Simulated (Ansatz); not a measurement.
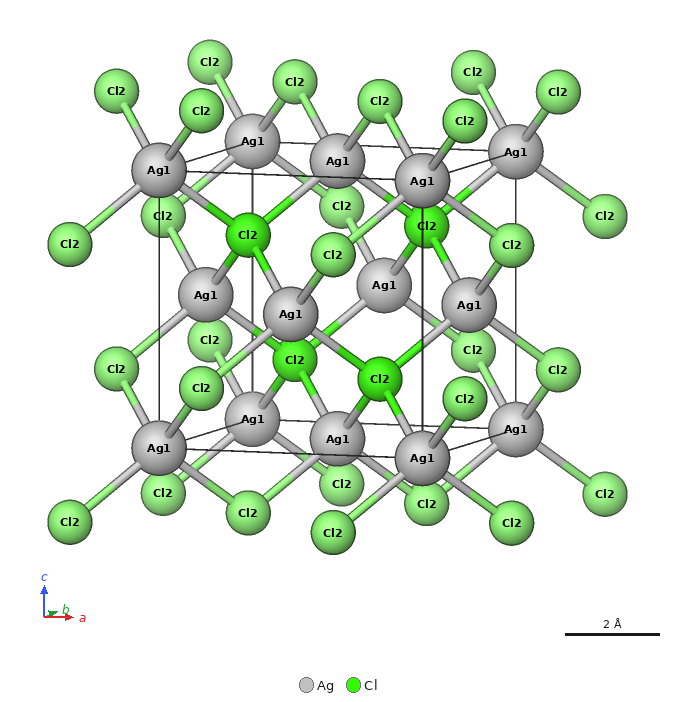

*The structure (ball-and-stick view of the cell 4 times as large as that of the calculation, set on its symmetry axes, seen slightly off an axis; neighbours outside the cell are drawn fainter; atoms are numbered from 1 in the order of the input).*

AgCl: single-point calculation

System: AgCl (F-43m, 2 atoms in the cell).
Method: DFT, r2SCAN, plane waves, PAW, no spin polarisation (Ansatz 0.2.0).

The structure was built on a prototype by a generator. Some settings of this run were made unusual or wrong on purpose. The geometry comes from this level: r2SCAN. Figures and captions count atoms from 1; the log counts them from 0 in places.

**The input**
```yaml
crystal:
  lattice:
    - [0.0, 2.9932461729, 2.9932461729]
    - [2.9932461729, 0.0, 2.9932461729]
    - [2.9932461729, 2.9932461729, 0.0]
  atoms:
    - { symbol: Ag, position: [0.0, 0.0, 0.0] }
    - { symbol: Cl, position: [0.25, 0.25, 0.25] }
kpoints:
  mp_grid: { grid: [6, 6, 6] }
hamiltonian:
  xc: r2scan
scf:
  occupations: { method: fixed }
  n_extra_bands: 4
  max_iter: 70
output:
  forces: true
  stress: true
  eigenvalues: true
basis:
  ecutrho_ratio: 2
```

Machine: 4 threads of Arm Neoverse V1, 112 GiB of memory available, shared host.

Command:
```bash
ansatz run input.yaml --threads 4 --pin off --max-ram 3686MiB --backend cpu --events-out ev --progress --plain --runs-dir out
```

**The program's output**
```
Warning: basis.ecutrho_ratio = 2 (ecutrho = 1000 eV) is below the records' recommended 2000 eV
settings of this run that can trade accuracy for cost: basis.ecutrho_ratio < 4. Do not mix this run's numbers with those of runs without the same settings; the input reference describes each key
scf.n_extra_bands = 4 over 13 filled bands (N_el = 26.0): the run solves 17 bands
Engine: ansatz 0.2.0, aarch64-unknown-linux-gnu
Pseudopotentials: kind: paw
Pseudopotential: Ag, paw, valence charge 19, recommended cutoff 500 eV (meta_gga), Ag.paw.azcp
Pseudopotential: Cl, paw, valence charge 7, recommended cutoff 500 eV (meta_gga), Cl.paw.azcp
Functional definition: r2SCAN
  parameter k0 = 0.174
  parameter k1 = 0.065
  parameter a1 = 4.9479
  exchange = r2scan_x(k0 = k0, k1 = k1, a1 = a1)
  correlation = r2scan_c
Crystal: 2 atoms, lattice volume = 53.636 Å³
Basis set: ecut = 500 eV, 1363 PW (Γ), exchange–correlation on 120×120×120 points (64 copies of the dense FFT grid, shifted against one another)
Bands: 17, of which v1, the nominal top of the filled ones, is band 13 counted from 1 (12 counted from 0)
Symmetry: 24 space group operations
Space group: F-43m (ITA 216), of the structure as read, at distance tolerance 3.8e-5 Å
k-points: 16 of 216 (time reversal used)
Non-local potential: Ag, projectors of the file, l = 0: 3, l = 1: 2, l = 2: 2, l = 3: 1
Non-local potential: Cl, projectors of the file, l = 0: 2, l = 1: 2, l = 2: 2
PAW form: soft (Blöchl's): semilocal exchange-correlation on the pseudo side does not see the compensation charge
PAW frozen core: Ag, regenerated for the run's functional (the file was generated under x = pbe(κ = 0.804, μ = 0.2195149727645171), c = pbe(β = 0.06672455060314922))
PAW frozen core: Cl, regenerated for the run's functional (the file was generated under x = pbe(κ = 0.804, μ = 0.2195149727645171), c = pbe(β = 0.06672455060314922))
PAW one-centre angular grid: Ag, 590 points (default); XC on 160 Gauss nodes
PAW one-centre angular grid: Cl, 302 points (default); XC on 160 Gauss nodes
Initial density: superposition of atomic densities (neutral atoms: chi_scale 0, normalization atom), corrected by the library's trained network
Initial wavefunctions: pseudopotential atomic-orbital guess
Functional: x = r2scan, c = r2scan; τ floored in thin density (d = 2e-4 eV/Å³)
SCF iter   1: F=—  HF=-8688.640519 eV  |F-HF|=—  |Δ(HF+E_count)|=         —  Δρ=7.00e-3  dr2=1.96e-2  dr2_τ=5.90e-3  ethr=1.77e-3  ⟨swp⟩=5.6  Hψ=1240  notcnv=0  defer=30
preconditioner: auto → none  [insulator: Δε(μ)=1.705 eV  Ē_g=11.329 eV  n_scr=14 (ndim 8)  ℏωp=21.5 eV  f_vac=0.208  ε∞_Penn≈4.6]
SCF iter   2: F=—  HF=-8688.644143 eV  |F-HF|=—  |Δ(HF+E_count)|=   3.62e-3  Δρ=3.94e-3  dr2=4.20e-3  dr2_τ=6.37e-4  ethr=7.56e-5  ⟨swp⟩=3.8  Hψ=652  notcnv=0  defer=32
SCF iter   3: F=—  HF=-8688.643746 eV  |F-HF|=—  |Δ(HF+E_count)|=   3.97e-4  Δρ=1.89e-3  dr2=7.22e-4  dr2_τ=2.08e-5  ethr=1.62e-5  ⟨swp⟩=3.8  Hψ=509  notcnv=0  defer=30
SCF iter   4: F=—  HF=-8688.644045 eV  |F-HF|=—  |Δ(HF+E_count)|=   2.99e-4  Δρ=3.92e-4  dr2=3.78e-5  dr2_τ=7.75e-7  ethr=2.78e-6  ⟨swp⟩=2.0  Hψ=306  notcnv=0  defer=30
SCF iter   5: F=—  HF=-8688.644077 eV  |F-HF|=—  |Δ(HF+E_count)|=   3.23e-5  Δρ=5.59e-5  dr2=1.31e-6  dr2_τ=9.85e-8  ethr=1.45e-7  ⟨swp⟩=2.4  Hψ=382  notcnv=0  defer=11
SCF iter   6: F=-8688.644078 eV  HF=-8688.644078 eV  |F-HF|=4.95e-8  |Δ(HF+E_count)|=   6.25e-7  Δρ=1.10e-5  dr2=3.40e-8  dr2_τ=4.62e-10  ethr=3.85e-10  ⟨swp⟩=5.8  Hψ=1504  notcnv=0
SCF 1 converged in 6 iterations: F = -8688.644078 eV  dr2 = 3.40e-8
  greatest PAW one-centre occupation: 1.002 electrons in one spin orbital (limit 2), on the Ag atom at site 0 (counted from 0), in its partial waves of l = 1
SCF converged after 6 iterations
Free energy (F): -8688.644078 eV
Harris-Foulkes:  -8688.644078 eV  (|F-HF|=4.95e-8)
Internal energy: -8688.644078 eV  (E = F + TS)
E sigma→0 (E₀):  -8688.644078 eV
Fermi energy:    4.846932 eV
--- Per-component energies (eV) ---
  E_band       = -455.831769
  E_kinetic    = 689.203858
  E_local      = -3739.488833  (includes V_loc(G=0)·N_el)
  E_nonlocal   = 113.682953
  E_hartree    = 1638.573454
  E_xc         = -280.125234
  E_vxc        = -394.076691  (∫ρ·V_xc dr)
  E_paw        = -4592.512378  (= ΣΔE_a)
  E_vpaw       = -428.046993  (= ΣTr[D̂ρ^β])
  E_aug_tail   = 0.003300  (compensation charges beyond the density's cutoff)
  E_vtau       = 25.750791  (kinetic-family band-sum trace: ∫τ·v_τ [+ j·A + Jᵃ·Aᵃ] dr)
  E_ewald      = -2517.335481
  E_core_change = -0.645718  (= ΣΔE_core)
  E_smearing   = -0.000000  (= −TS)
  E_closure    = 0.000000  (closes the sum)
  Σ components = -8688.644078   (vs F -8688.644078, Δ=0.00e0)
--- Forces (eV/Å), atoms counted from 1 ---
  atom   1  Ag    -0.00000000     0.00000000     0.00000000
  atom   2  Cl    -0.00000000    -0.00000000     0.00000000
  max |Σ_I F_I| component: 1.64e-16 eV/Å
--- Stress (GPa, compression-positive) ---
        0.014947       0.000000      -0.000000
        0.000000       0.014947       0.000000
       -0.000000       0.000000       0.014947
  P = ⅓ Tr σ = 0.0149 GPa (0.149 kbar)
--- Band table (eV; the first three rows and the last of 16) ---
  k-point 0: bands = ["-87.1274", "-49.8091", "-49.8091", "-49.8091", "-10.6399", "0.6457", "0.6457", "0.6457", "2.6977", "2.6977", "4.8469", "4.8469", "4.8469", "6.4935", "13.4955", "13.4955", "13.4955"]
  k-point 1: bands = ["-87.1274", "-49.8093", "-49.8091", "-49.8091", "-10.5956", "0.5887", "0.6983", "0.6983", "2.6926", "2.6926", "4.2422", "4.7173", "4.7173", "7.2912", "12.6998", "13.7266", "13.7266"]
  k-point 2: bands = ["-87.1273", "-49.8098", "-49.8092", "-49.8092", "-10.5058", "0.5635", "0.7995", "0.7995", "2.7210", "2.7210", "3.3146", "4.4311", "4.4311", "8.5613", "11.9250", "13.8622", "13.8622"]
  k-point 15: bands = ["-87.1273", "-49.8100", "-49.8096", "-49.8095", "-10.4027", "0.5275", "0.9985", "1.1882", "2.6979", "2.8883", "2.9409", "3.2416", "3.7687", "10.7843", "10.9561", "13.6893", "14.0245"]
settings of this run that can trade accuracy for cost: basis.ecutrho_ratio < 4. Do not mix this run's numbers with those of runs without the same settings; the input reference describes each key
```

**What the run reported**

```json
{"quantity": "outcome", "value": "converged"}
{"quantity": "space group (tolerance 0.01 Å)", "value": "F-43m (216)"}
{"quantity": "electrons treated", "value": "26"}
{"quantity": "free energy", "value": "−8688.6441 eV"}
{"quantity": "Fermi energy", "value": "4.847 eV"}
{"quantity": "gap on the k-point mesh", "value": "1.65 eV"}
{"quantity": "pressure", "value": "0.01 GPa"}
{"quantity": "largest force (length of the vector)", "value": "under 0.001 eV/Å"}
{"quantity": "wall time", "value": "1.4 s (CPU time 4.5 s)"}
{"quantity": "peak memory", "value": "0.42 GiB"}
```

**What went wrong**

Some settings of this run were drawn to be unusual or wrong. It converged; results that depend on the unusual settings are not reference values. Warnings of the run: the cutoff is below the recommended one.
